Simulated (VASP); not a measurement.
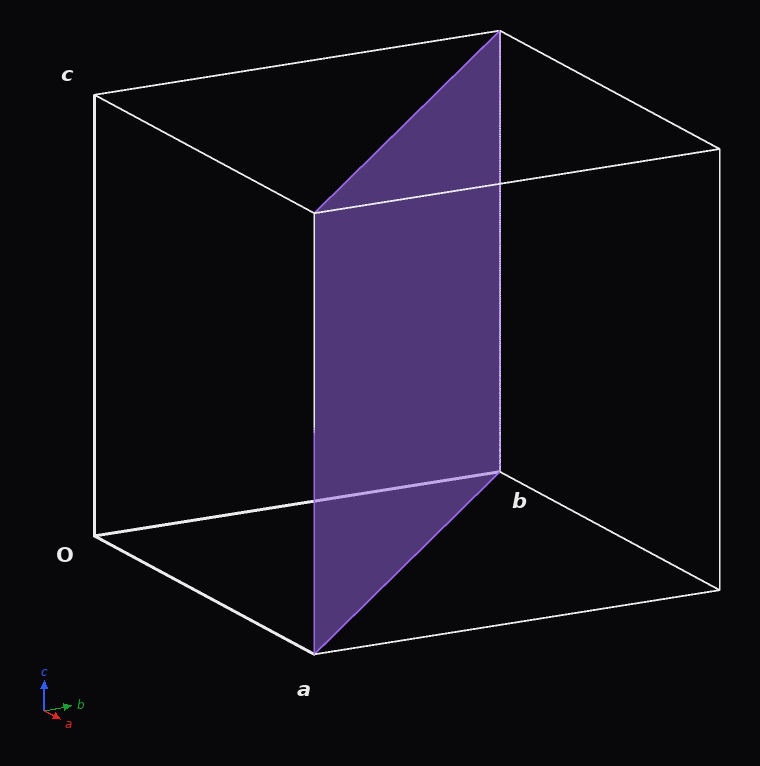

For TiAl, a cell listed in the Materials Project, as set up for an electronic-structure calculation: every member of one family of equally spaced planes, hx + ky + lz = a whole number, that cuts the unit cell is shaded (one member passes through the origin O, touching the cell only at an edge or corner). Symmetry computed with spglib at a tolerance of 0.002 Å; standard conventional cell.

a = 3.179 Å, b = 3.179 Å, c = 3.179 Å, α = 90.00°, β = 90.00°, γ = 90.00°.

### Index the planes.

(1 1 0); the opposite sign names the same planes. The member next to the origin meets the axes a at 1, b at 1, c never.

### What is the spacing?

d = 2.248 Å.
